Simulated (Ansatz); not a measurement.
Consider Ni (slab).

Input file:

```
crystal:
  lattice:
    - [2.4211813597, 0.0, 0.0]
    - [-1.2105906799, 2.0968045647, 0.0]
    - [0.0, 0.0, 24.8844315101]
  atoms:
    - { symbol: Ni, position: [0.6666666667, 0.3333333333, 0.3013932626], spin: 0.7 }
    - { symbol: Ni, position: [0.3333333333, 0.6666666667, 0.3808359575], spin: 0.7 }
    - { symbol: Ni, position: [0.0, 0.0, 0.4602786525], spin: 0.7 }
    - { symbol: Ni, position: [0.6666666667, 0.3333333333, 0.5397213475], spin: 0.7 }
    - { symbol: Ni, position: [0.3333333333, 0.6666666667, 0.6191640425], spin: 0.7 }
    - { symbol: Ni, position: [0.0, 0.0, 0.6986067374], spin: 0.7 }
basis:
  ecutwfc: 420
kpoints:
  mp_grid: { grid: [15, 15, 1] }
hamiltonian:
  xc: lda
scf:
  occupations: { method: gaussian, width: 0.1 }
output:
  forces: true
  stress: true
  eigenvalues: true
  populations: true
  write_density: true
  write_potential: true
  elf: true
  volumetric_format: npy
magnetization:
  spin_polarized: true
efield:
  axis: 3
  dipole_correction: true
  ramp_width: 0.04
```

Run with:

```sh
ansatz run input.yaml --threads 4 --pin off --max-ram 8192MiB --backend cpu --events-out ev --progress --plain --runs-dir out
```

Spin-polarised.

Computed with DFT LDA, scalar-relativistic, plane waves, PAW in Ansatz.

**Predict the valence pseudo-density, electron localisation function and spin density between the atoms.**

Ni–Ni (2.42 Å): ρ is about 0.38 e/Å³ halfway; the ELF is about 0.25 at the midpoint (no localised pair shows between them).
The spin density sits on Ni: +0.7 μB (×6) in one cell of 6 atoms: parallel main moments (a ferromagnetic arrangement) in this solution. The cell of the calculation (6 atoms) carries 3.8 μB of net spin moment.

**Does the calculation make it a metal, or give it a gap?**

It is gapless in this calculation (a metal or semimetal).

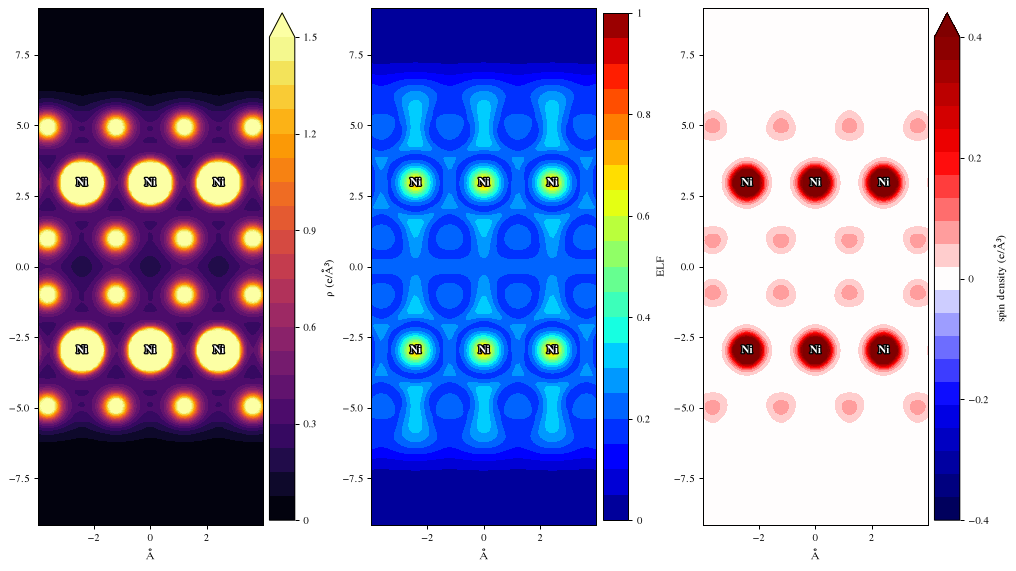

Computed valence pseudo-density, electron localisation function and spin density on the (100) plane of the calculation cell, a cut from vacuum to vacuum, in this order. Atoms just off the plane (Ni, 0.7 Å away) can leave unmarked features too.
